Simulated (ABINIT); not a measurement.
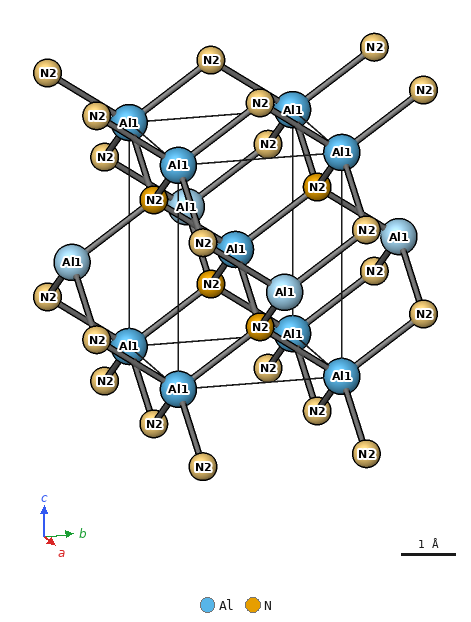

**Figure 1.** The structure (ball-and-stick view of the cell 2 times as large as that of the calculation, set on its symmetry axes, seen slightly off an axis; neighbours outside the cell are drawn fainter; atoms are numbered from 1 in the order of the input). An atom can appear more than once, as a periodic image. Near neighbours in the periodic cell (some may lie outside the picture): Al has 4 N at 1.94 Å; N has 4 Al at 1.94 Å.

## Single-point calculation of AlN

The run: single-point calculation of AlN (2 atoms in the cell). Method and program: Kohn-Sham DFT of a periodic cell, PBE, JTH PAW PBE v2.0, no spin polarisation (ABINIT 10.8.3).

The structure derives from a Materials Project entry. The geometry was changed: biaxial strain of 4 %.

**What the program printed**
```
.Version 10.8.3 of ABINIT
 Symmetries : space group I-4 m 2 (#119); Bravais tI (body-center tetrag.)
================================================================================
 Values of the parameters that define the memory need of the present run
     intxc =       0    ionmov =       0      iscf =      17    lmnmax =       8
     lnmax =       4     mgfft =      30  mpssoang =       2    mqgrid =    3001
     natom =       2  nloc_mem =       2    nspden =       1   nspinor =       1
    nsppol =       1      nsym =       8    n1xccc =       1    ntypat =       2
    occopt =       3   xclevel =       2
       mpw =         980          nfft =       27000          nkpt =         102
 PAW method is used; the additional fine FFT grid is defined by:
   mgfftf=        40    nfftf =     64000
================================================================================
================================================================================

--------------------------------------------------------------------------------
------------- Echo of variables that govern the present computation ------------
--------------------------------------------------------------------------------
 -outvars: echo values of preprocessed input variables --------
            acell      1.0000000000E+00  1.0000000000E+00  1.0000000000E+00 Bohr
              amu      2.69815390E+01  1.40067400E+01
          chkprim           0
      chksymtnons           0
             ecut      2.60000000E+01 Hartree
           enunit           1
                       outvar_i_n : Printing only first  50 k-points.
              ixc          11
                       outvar_i_n : Printing only first  50 k-points.
         kptrlatt       10    0    0      0   10    0      0    0   10
          kptrlen      5.95454882E+01
            natom           2
            nband           8
            ngfft          30      30      30
          ngfftdg          40      40      40
             nkpt         102
            nstep         100
             nsym           8
           ntypat           2
                       prtocc : prtvol=0, do not print more k-points.
           occopt           3
        pawecutdg      4.80000000E+01 Hartree
         pawxcdev           0
           prtden           0
        prtebands           0
           prteig           0
            prtwf           0
            rprim      0.0000000000E+00  4.2922356730E+00  4.1271496856E+00
                       4.2922356730E+00  0.0000000000E+00  4.1271496856E+00
                       4.2922356730E+00  4.2922356730E+00  0.0000000000E+00
          spgroup         119
           tolsym      1.00000000E-06
           tolvrs      1.00000000E-09
           tsmear      1.83746611E-03 Hartree
            typat      1  2
           useylm           1
                       outvars : Printing only first  50 k-points.
           xangst      0.0000000000E+00  0.0000000000E+00  0.0000000000E+00
                       1.1356766502E+00  1.1356766502E+00  1.0919967791E+00
            xcart      0.0000000000E+00  0.0000000000E+00  0.0000000000E+00
                       2.1461178365E+00  2.1461178365E+00  2.0635748428E+00
             xred      0.0000000000E+00  0.0000000000E+00  0.0000000000E+00
                       2.5000000000E-01  2.5000000000E-01  2.5000000000E-01
            znucl       13.00000    7.00000

================================================================================

 chkinp: Checking input parameters for consistency.

================================================================================
== DATASET  1 ==================================================================

--- !DatasetInfo
iteration_state: {dtset: 1, }
dimensions: {natom: 2, nkpt: 102, mband: 8, nsppol: 1, nspinor: 1, nspden: 1, mpw: 980, }
cutoff_energies: {ecut:  26.0, pawecutdg:  48.0, }
electrons: {nelect:   8.00000000E+00, charge:   0.00000000E+00, occopt:   3.00000000E+00, tsmear:   1.83746611E-03, }
meta: {optdriver: 0, ionmov: 0, optcell: 0, iscf: 17, paral_kgb: 0, }
...

 Exchange-correlation functional for the present dataset will be:
  GGA: Perdew-Burke-Ernzerhof functional - ixc=11
  J.P.Perdew, K.Burke, M.Ernzerhof, PRL 77, 3865 (1996)

 Real(R)+Recip(G) space primitive vectors, cartesian coordinates (Bohr,Bohr^-1):
 R(1)=  0.0000000  4.2922357  4.1271497  G(1)= -0.1164894  0.1164894  0.1211490
 R(2)=  4.2922357  0.0000000  4.1271497  G(2)=  0.1164894 -0.1164894  0.1211490
 R(3)=  4.2922357  4.2922357  0.0000000  G(3)=  0.1164894  0.1164894 -0.1211490
 Unit cell volume ucvol=  1.5207133E+02 bohr^3
 Angles (23,13,12)=  5.93557549E+01  5.93557549E+01  6.12884902E+01 degrees

 Coarse grid specifications (used for wave-functions):

 getcut: wavevector=  0.0000  0.0000  0.0000  ngfft=  30  30  30
         ecut(hartree)=     26.000   => boxcut(ratio)=   2.15572

 Fine grid specifications (used for densities):

 getcut: wavevector=  0.0000  0.0000  0.0000  ngfft=  40  40  40
         ecut(hartree)=     48.000   => boxcut(ratio)=   2.11288

--- Pseudopotential description ------------------------------------------------
- pspini: atom type   1  psp file is ./Al.GGA_PBE-JTH.xml
 Pseudopotential format is: paw10
 basis_size (lnmax)=  4 (lmn_size=  8), orbitals=   0   0   1   1
 Spheres core radius: rc_sph= 1.90363307
 Shapefunction is SIN type: shapef(r)=[sin(pi*r/rshp)/(pi*r/rshp)]**2
 Radius for shape functions =  1.60786206
 Compensation charge density is not taken into account in XC energy/potential

- pspini: atom type   2  psp file is ./N.GGA_PBE-JTH.xml
 Pseudopotential format is: paw10
 basis_size (lnmax)=  4 (lmn_size=  8), orbitals=   0   0   1   1
 Spheres core radius: rc_sph= 1.20497474
 Shapefunction is SIN type: shapef(r)=[sin(pi*r/rshp)/(pi*r/rshp)]**2
 Radius for shape functions =  1.00243812
 Compensation charge density is not taken into account in XC energy/potential

  -4.47066277E+00                                ecore*ucvol(ha*bohr**3)
--------------------------------------------------------------------------------

================================================================================

--- !BeginCycle
iteration_state: {dtset: 1, }
solver: {iscf: 17, nstep: 100, nline: 4, wfoptalg: 10, }
tolerances: {tolvrs: 1.00E-09, }
...

     iter   Etot(hartree)      deltaE(h)  residm     nres2
 ETOT  1  -12.297161682974    -1.230E+01 1.221E-01 3.754E+01
 ETOT  2  -12.242728999267     5.443E-02 5.261E-02 1.119E+01
 ETOT  3  -12.232440277396     1.029E-02 1.796E-03 1.034E+00
 ETOT  4  -12.232635739086    -1.955E-04 2.220E-03 5.803E-02
 ETOT  5  -12.232594456661     4.128E-05 2.777E-04 5.325E-03
 ETOT  6  -12.232600517056    -6.060E-06 4.930E-04 9.413E-04
 ETOT  7  -12.232599757330     7.597E-07 1.268E-04 2.723E-05
 ETOT  8  -12.232599767654    -1.032E-08 1.385E-04 2.954E-06
 ETOT  9  -12.232599765252     2.401E-09 4.996E-05 3.263E-08
 ETOT 10  -12.232599765298    -4.600E-11 5.389E-05 6.338E-09
 ETOT 11  -12.232599765292     6.715E-12 1.836E-05 2.150E-11

 At SCF step   11       nres2   =  2.15E-11 < tolvrs=  1.00E-09 =>converged.

 Cartesian components of stress tensor (hartree/bohr^3)
  sigma(1 1)=  3.68213139E-04  sigma(3 2)=  0.00000000E+00
  sigma(2 2)=  3.68213139E-04  sigma(3 1)=  0.00000000E+00
  sigma(3 3)=  2.05878983E-04  sigma(2 1)=  0.00000000E+00

--- !ResultsGS
iteration_state: {dtset: 1, }
comment   : Summary of ground state results
lattice_vectors:
- [  0.0000000,   4.2922357,   4.1271497, ]
- [  4.2922357,   0.0000000,   4.1271497, ]
- [  4.2922357,   4.2922357,   0.0000000, ]
lattice_lengths: [   5.95455,    5.95455,    6.07014, ]
lattice_angles: [ 59.356,  59.356,  61.288, ] # degrees, (23, 13, 12)
lattice_volume:   1.5207133E+02
convergence: {deltae:  6.715E-12, res2:  2.150E-11, residm:  1.836E-05, diffor: null, }
etotal    :  -1.22325998E+01
entropy   :   0.00000000E+00
fermie    :   2.86397182E-01
cartesian_stress_tensor: # hartree/bohr^3
- [  3.68213139E-04,   0.00000000E+00,   0.00000000E+00, ]
- [  0.00000000E+00,   3.68213139E-04,   0.00000000E+00, ]
- [  0.00000000E+00,   0.00000000E+00,   2.05878983E-04, ]
pressure_GPa:  -9.2412E+00
xred      :
- [  0.0000E+00,   0.0000E+00,   0.0000E+00, Al]
- [  2.5000E-01,   2.5000E-01,   2.5000E-01,  N]
cartesian_forces: # hartree/bohr
- [  1.36738185E-28,  -1.39678791E-28,   4.12861099E-29, ]
- [ -1.36738185E-28,   1.39678791E-28,  -4.12861099E-29, ]
force_length_stats: {min:   1.99779975E-28, max:   1.99779975E-28, mean:   1.99779975E-28, }
...

 Integrated electronic density in atomic spheres:
 ------------------------------------------------
 Atom  Sphere_radius  Integrated_density
    1        1.90363          0.83799728
    2        1.20497          2.59055992

================================================================================

 ----iterations are completed or convergence reached----

 Mean square residual over all n,k,spin=   53.236E-09; max=  18.357E-06
 reduced coordinates (array xred) for    2 atoms
       0.000000000000      0.000000000000      0.000000000000
       0.250000000000      0.250000000000      0.250000000000
 rms dE/dt=  7.0116E-28; max dE/dt=  1.5146E-27; dE/dt below (all hartree)
    1       0.000000000000      0.000000000000      0.000000000000
    2      -0.000000000000      0.000000000000      0.000000000000

 cartesian coordinates (angstrom) at end:
    1      0.00000000000000     0.00000000000000     0.00000000000000
    2      1.13567665021779     1.13567665021779     1.09199677906168

 cartesian forces (hartree/bohr) at end:
    1      0.00000000000000    -0.00000000000000     0.00000000000000
    2     -0.00000000000000     0.00000000000000    -0.00000000000000
 frms,max,avg= 1.1534302E-28 1.3967879E-28   0.000E+00  0.000E+00  0.000E+00 h/b

 cartesian forces (eV/Angstrom) at end:
    1      0.00000000000000    -0.00000000000000     0.00000000000000
    2     -0.00000000000000     0.00000000000000    -0.00000000000000
 frms,max,avg= 5.9311767E-27 7.1825722E-27   0.000E+00  0.000E+00  0.000E+00 e/A
 length scales=  1.000000000000  1.000000000000  1.000000000000 bohr
              =  0.529177210544  0.529177210544  0.529177210544 angstroms
 Fermi (or HOMO) energy (eV) =   7.79326   Average Vxc (eV)= -10.37878
 Eigenvalues (   eV  ) for nkpt= 102  k points:
 kpt#   1, nband=  8, wtk=  0.00100, kpt=  0.0000  0.0000  0.0000 (reduced coord)
  -8.26970    6.23474    6.23474    6.38303    9.77944   18.03308   18.08684   18.08684
 prteigrs : prtvol=0 or 1, do not print more k-points.

--- !EnergyTerms
iteration_state     : {dtset: 1, }
comment             : Components of total free energy in Hartree
kinetic             :  6.87387795505674E+00
hartree             :  2.91462044979007E+00
xc                  : -3.82715409533506E+00
Ewald energy        : -1.06208910513869E+01
psp_core            : -2.93984596847000E-02
local_psp           : -9.34436397367866E+00
PAW spherical_terms :  1.80070780970098E+00
internal            : -1.22326013655376E+01
'-kT*entropy'       :  5.67050534322767E-16
total_energy        : -1.22326013655376E+01
total_energy_eV     : -3.32866040550758E+02
...

--- !EnergyTermsDC
iteration_state     : {dtset: 1, }
comment             : '"Double-counting" decomposition of free energy'
band_energy         :  4.00366186562609E-01
Ewald energy        : -1.06208910513869E+01
psp_core            : -2.93984596847000E-02
xc_dc               : -2.38045665154338E+00
PAW spherical_terms :  3.97780210760733E-01
internal            : -1.22325997652917E+01
'-kT*entropy'       :  5.67050534322767E-16
total_energy_dc     : -1.22325997652917E+01
total_energy_dc_eV  : -3.32865997005848E+02
...

--- !EnergyTermsWithPAWCore
iteration_state     : {dtset: 1, }
comment             : 'Components of total free energy, including PAW core contributions'
Total energy        : -2.97680778884854E+02
Total energy DC     : -2.97680777284608E+02
Total energy (eV)   : -8.10030665224023E+03
Total energy DC (eV): -8.10030660869532E+03
...

 Cartesian components of stress tensor (hartree/bohr^3)
  sigma(1 1)=  3.68213139E-04  sigma(3 2)=  0.00000000E+00
  sigma(2 2)=  3.68213139E-04  sigma(3 1)=  0.00000000E+00
  sigma(3 3)=  2.05878983E-04  sigma(2 1)=  0.00000000E+00

-Cartesian components of stress tensor (GPa)         [Pressure= -9.2412E+00 GPa]
- sigma(1 1)=  1.08332046E+01  sigma(3 2)=  0.00000000E+00
- sigma(2 2)=  1.08332046E+01  sigma(3 1)=  0.00000000E+00
- sigma(3 3)=  6.05716881E+00  sigma(2 1)=  0.00000000E+00

== END DATASET(S) ==============================================================
================================================================================

 -outvars: echo values of variables after computation  --------
            acell      1.0000000000E+00  1.0000000000E+00  1.0000000000E+00 Bohr
           etotal     -1.2232599765E+01
            fcart      1.3673818453E-28 -1.3967879065E-28  4.1286109908E-29
                      -1.3673818453E-28  1.3967879065E-28 -4.1286109908E-29
            rprim      0.0000000000E+00  4.2922356730E+00  4.1271496856E+00
                       4.2922356730E+00  0.0000000000E+00  4.1271496856E+00
                       4.2922356730E+00  4.2922356730E+00  0.0000000000E+00
           strten      3.6821313883E-04  3.6821313883E-04  2.0587898332E-04
                       0.0000000000E+00  0.0000000000E+00  0.0000000000E+00
           xangst      0.0000000000E+00  0.0000000000E+00  0.0000000000E+00
                       1.1356766502E+00  1.1356766502E+00  1.0919967791E+00
             xred      0.0000000000E+00  0.0000000000E+00  0.0000000000E+00
                       2.5000000000E-01  2.5000000000E-01  2.5000000000E-01
 Calculation completed.
```

The run was set up as follows.

**Input**
```
# Pseudopotentials
pp_dirpath "./"
pseudos "Al.GGA_PBE-JTH.xml, N.GGA_PBE-JTH.xml"

# Structure
acell 3*1.0
rprim
     0.0000000000     4.2922356730     4.1271496856
     4.2922356730     0.0000000000     4.1271496856
     4.2922356730     4.2922356730     0.0000000000
ntypat 2
znucl 13 7
natom 2
typat 1 2
xred
     0.0000000000     0.0000000000     0.0000000000
     0.2500000000     0.2500000000     0.2500000000
chkprim 0
chksymtnons 0
tolsym 1.0e-6

# Plane-wave basis
ecut 707.496042 eV
pawecutdg 48.0
pawxcdev 0

# k points
kptopt 1
ngkpt 10 10 10
nshiftk 1
shiftk 0.0 0.0 0.0

# Exchange and correlation
ixc 11

# Bands and occupations
nband 8
occopt 3
tsmear 0.05 eV

# SCF cycle
nstep 100
tolvrs 1.0e-9

# Output
iomode 3
prtwf 0
prtden 0
prteig 0
prtebands 0
enunit 1
```

Launched with:
```bash
abinit run.abi > log 2>&1
```

**Results in brief**

| quantity | value |
| --- | --- |
| outcome | converged |
| space group (tolerance 0.01 Å) | I-4m2 (119) |
| electrons treated | 8 |
| free energy | −332.8660 eV |
| Fermi energy | 7.793 eV |
| gap on the k-point mesh | 3.06 eV |
| pressure | −9.24 GPa |
| largest force (length of the vector) | under 0.001 eV/Å |
| hardware | 1 thread of Arm Neoverse V2, 24 GiB of memory available, shared host |
| wall time | 21 s |
| peak memory | 0.11 GiB |

**Remarks**

The cell is under a tension of 9.2 GPa at this level, so it is not at its equilibrium volume.
